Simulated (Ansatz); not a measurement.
**Two runs on MoS2**

System: MoS2 (3 atoms in the cell).
Method of run A: DFT, PBE, dispersion d3bj, plane waves, PAW, no spin polarisation (Ansatz 0.2.0).

The structure derives from an entry of the Crystallography Open Database. Text and figures count atoms from 1; the logs count them from 0 in places.

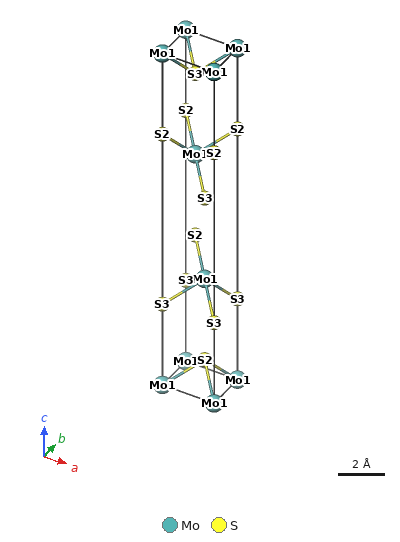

**Figure 1.** The structure (ball-and-stick view of the cell 3 times as large as that of the calculation, set on its symmetry axes, seen slightly off an axis; atoms are numbered from 1 in the order of the input). Near neighbours in the crystal (not all of them lie inside the picture): Mo has 6 S at 2.39 Å; S has 3 Mo at 2.39 Å.

### Input file, run A
```yaml
crystal:
  lattice:
    - [1.6877075002, 0.9743983796, 5.1352255127]
    - [-1.6877075002, 0.9743983796, 5.1352255127]
    - [0.0, -1.9487967591, 5.1352255127]
  atoms:
    - { symbol: Mo, position: [0.0, 0.0, 0.0] }
    - { symbol: S, position: [0.7563304588, 0.7563304588, 0.7563304588] }
    - { symbol: S, position: [0.2436695412, 0.2436695412, 0.2436695412] }
basis:
  ecutwfc: 420
kpoints:
  mp_grid: { grid: [27, 27, 27] }
hamiltonian:
  xc: pbe
  dispersion: d3bj
scf:
  occupations: { method: gaussian, width: 0.15 }
output:
  forces: true
  eigenvalues: true
  stress: true
```

Launched with:
```bash
ansatz run input.yaml --threads 1 --pin off --max-ram 2560MiB --backend cpu --events-out ev --progress --plain --runs-dir out
```

Hardware: 1 thread of AMD EPYC (Zen 5), 32 GiB of memory available, shared host.

### Output, shortened to warnings, some set-up lines, iterations and results (run A)
```
Basis set: ecut = 420 eV, 1001 PW (Γ), FFT grids on a1−a3, a2−a3, a3, exchange–correlation on 48×48×80 points (8 copies of the dense FFT grid, shifted against one another)
Symmetry: 12 space group operations
k-points: 1834 of 19683
Initial density: superposition of atomic densities (neutral atoms: chi_scale 0, normalization atom), corrected by the library's trained network
[...]
SCF iter   1: F=—  HF=-6762.713968 eV  |F-HF|=—  |Δ(HF+E_count)|=         —  Δρ=9.60e-3  dr2=6.57e-2  ethr=1.77e-3  ⟨swp⟩=5.0  Hψ=164624  notcnv=0
SCF iter   2: F=—  HF=-6762.704253 eV  |F-HF|=—  |Δ(HF+E_count)|=   9.71e-3  Δρ=4.68e-3  dr2=1.92e-2  ethr=2.53e-4  ⟨swp⟩=1.0  Hψ=45850  notcnv=0
SCF iter   3: F=—  HF=-6762.701367 eV  |F-HF|=—  |Δ(HF+E_count)|=   2.89e-3  Δρ=6.01e-4  dr2=3.80e-4  ethr=7.37e-5  ⟨swp⟩=2.0  Hψ=43643  notcnv=0
SCF iter   4: F=—  HF=-6762.701339 eV  |F-HF|=—  |Δ(HF+E_count)|=   2.84e-5  Δρ=1.16e-4  dr2=7.75e-6  ethr=1.46e-6  ⟨swp⟩=2.3  Hψ=48097  notcnv=0
SCF iter   5: F=—  HF=-6762.701323 eV  |F-HF|=—  |Δ(HF+E_count)|=   1.56e-5  Δρ=3.19e-5  dr2=1.11e-6  ethr=2.98e-8  ⟨swp⟩=2.6  Hψ=47982  notcnv=0
SCF iter   6: F=-6762.701323 eV  HF=-6762.701323 eV  |F-HF|=3.66e-9  |Δ(HF+E_count)|=   2.00e-8  Δρ=9.21e-6  dr2=4.62e-8  ethr=3.85e-10  ⟨swp⟩=3.7  Hψ=135590  notcnv=0
SCF 1 converged in 6 iterations: F = -6762.701323 eV  dr2 = 4.62e-8
SCF converged after 6 iterations
Free energy (F): -6762.701323 eV
Harris-Foulkes:  -6762.701323 eV  (|F-HF|=3.66e-9)
Internal energy: -6762.682414 eV  (E = F + TS)
E sigma→0 (E₀):  -6762.691869 eV
Entropy (-TS):   -0.018909 eV (-6.303 meV/atom)
Fermi energy:    11.929307 eV
--- Per-component energies (eV) ---
  E_band       = -131.389228
  E_kinetic    = 658.246755
  E_local      = -1577.978511  (includes V_loc(G=0)·N_el)
  E_nonlocal   = 200.029544
  E_hartree    = 573.778090
  E_xc         = -378.900414
  E_vxc        = -405.563569  (∫ρ·V_xc dr)
  E_paw        = -4401.827837  (= ΣΔE_a)
  E_vpaw       = -153.677799  (= ΣTr[D̂ρ^β])
  E_aug_tail   = 0.000034  (compensation charges beyond the density's cutoff)
  E_ewald      = -1834.674942
  E_disp       = -1.355134  (pairwise vdW)
  E_smearing   = -0.018909  (= −TS)
  E_closure    = 0.000000  (closes the sum)
  Σ components = -6762.701323   (vs F -6762.701323, Δ=0.00e0)
--- Forces (eV/Å), atoms counted from 1 ---
  atom   1  Mo    -0.00000000     0.00000000     0.00000000
  atom   2  S      0.00000000     0.00000000     0.76394730
  atom   3  S      0.00000000    -0.00000000    -0.76394730
  max |Σ_I F_I| component: 1.16e-18 eV/Å
--- Stress (GPa, compression-positive) ---
       -2.921044       0.000000       0.000000
        0.000000      -2.921044       0.000000
        0.000000       0.000000      19.400389
  P = ⅓ Tr σ = 4.5194 GPa (45.194 kbar)
```

The input of run B differs as follows (lines with − go, lines with + come):
```diff
-  mp_grid: { grid: [27, 27, 27] }
+  mp_grid: { grid: [18, 18, 18] }
```

How does run B compare with run A?

The free energy of run B is 0.01 meV per atom higher, which measures how much it depends on this numerical setting. The number of SCF iterations is the same. The irreducible k-points go from 1834 to 580. On the same kind of shared host run B took about 0.32 times as long.

### Output, shortened to warnings, some set-up lines, iterations and results (run B)
```
Basis set: ecut = 420 eV, 1001 PW (Γ), FFT grids on a1−a3, a2−a3, a3, exchange–correlation on 48×48×80 points (8 copies of the dense FFT grid, shifted against one another)
Symmetry: 12 space group operations
k-points: 580 of 5832
Initial density: superposition of atomic densities (neutral atoms: chi_scale 0, normalization atom), corrected by the library's trained network
[...]
SCF iter   1: F=—  HF=-6762.713948 eV  |F-HF|=—  |Δ(HF+E_count)|=         —  Δρ=9.60e-3  dr2=6.57e-2  ethr=1.77e-3  ⟨swp⟩=5.0  Hψ=52035  notcnv=0
SCF iter   2: F=—  HF=-6762.704236 eV  |F-HF|=—  |Δ(HF+E_count)|=   9.71e-3  Δρ=4.68e-3  dr2=1.91e-2  ethr=2.53e-4  ⟨swp⟩=1.0  Hψ=14500  notcnv=0
SCF iter   3: F=—  HF=-6762.701353 eV  |F-HF|=—  |Δ(HF+E_count)|=   2.88e-3  Δρ=6.01e-4  dr2=3.81e-4  ethr=7.37e-5  ⟨swp⟩=2.0  Hψ=13882  notcnv=0
SCF iter   4: F=—  HF=-6762.701324 eV  |F-HF|=—  |Δ(HF+E_count)|=   2.86e-5  Δρ=1.16e-4  dr2=7.78e-6  ethr=1.47e-6  ⟨swp⟩=2.3  Hψ=15253  notcnv=0
SCF iter   5: F=—  HF=-6762.701308 eV  |F-HF|=—  |Δ(HF+E_count)|=   1.63e-5  Δρ=3.18e-5  dr2=1.10e-6  ethr=2.99e-8  ⟨swp⟩=2.6  Hψ=15323  notcnv=0
SCF iter   6: F=-6762.701308 eV  HF=-6762.701308 eV  |F-HF|=3.52e-9  |Δ(HF+E_count)|=   2.31e-8  Δρ=9.22e-6  dr2=4.60e-8  ethr=3.85e-10  ⟨swp⟩=3.6  Hψ=42653  notcnv=0
SCF 1 converged in 6 iterations: F = -6762.701308 eV  dr2 = 4.60e-8
SCF converged after 6 iterations
Free energy (F): -6762.701308 eV
Harris-Foulkes:  -6762.701308 eV  (|F-HF|=3.52e-9)
Internal energy: -6762.682338 eV  (E = F + TS)
E sigma→0 (E₀):  -6762.691823 eV
Entropy (-TS):   -0.018970 eV (-6.323 meV/atom)
Fermi energy:    11.929378 eV
--- Per-component energies (eV) ---
  E_band       = -131.388939
  E_kinetic    = 658.246668
  E_local      = -1577.978820  (includes V_loc(G=0)·N_el)
  E_nonlocal   = 200.029668
  E_hartree    = 573.778401
  E_xc         = -378.900328
  E_vxc        = -405.563463  (∫ρ·V_xc dr)
  E_paw        = -4401.827885  (= ΣΔE_a)
  E_vpaw       = -153.677870  (= ΣTr[D̂ρ^β])
  E_aug_tail   = 0.000034  (compensation charges beyond the density's cutoff)
  E_ewald      = -1834.674942
  E_disp       = -1.355134  (pairwise vdW)
  E_smearing   = -0.018970  (= −TS)
  E_closure    = -0.000000  (closes the sum)
  Σ components = -6762.701308   (vs F -6762.701308, Δ=0.00e0)
--- Forces (eV/Å), atoms counted from 1 ---
  atom   1  Mo     0.00000000     0.00000000     0.00000000
  atom   2  S      0.00000000     0.00000000     0.76403282
  atom   3  S      0.00000000    -0.00000000    -0.76403282
  max |Σ_I F_I| component: 3.47e-18 eV/Å
--- Stress (GPa, compression-positive) ---
       -2.920887       0.000000       0.000000
        0.000000      -2.920887       0.000000
        0.000000       0.000000      19.399668
  P = ⅓ Tr σ = 4.5193 GPa (45.193 kbar)
```

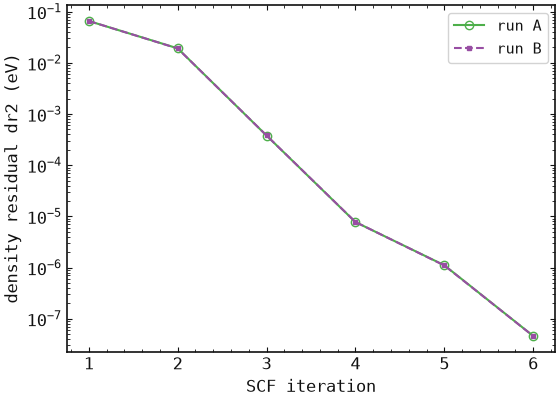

**Figure 2.** Convergence of the two runs: density residual dr2 against the SCF iteration. Run A takes 6 iterations in all, and run B takes 6.

### The two runs side by side

| quantity | run A | run B |
| --- | --- | --- |
| outcome | converged | converged |
| free energy per atom (eV) | −2254.2338 | −2254.2338 |
| energy per atom, smearing taken to zero (eV) | −2254.2306 | −2254.2306 |
| gap on the mesh (eV) | 0.00 | 0.00 |
| pressure (GPa) | 4.52 | 4.52 |
| largest force (eV/Å) | 0.764 | 0.764 |
| SCF iterations | 6 | 6 |
| irreducible k-points | 1834 | 580 |
| plane waves at Γ | 1001 | 1001 |
| wall time (shared host) | 22 s | 7 s |
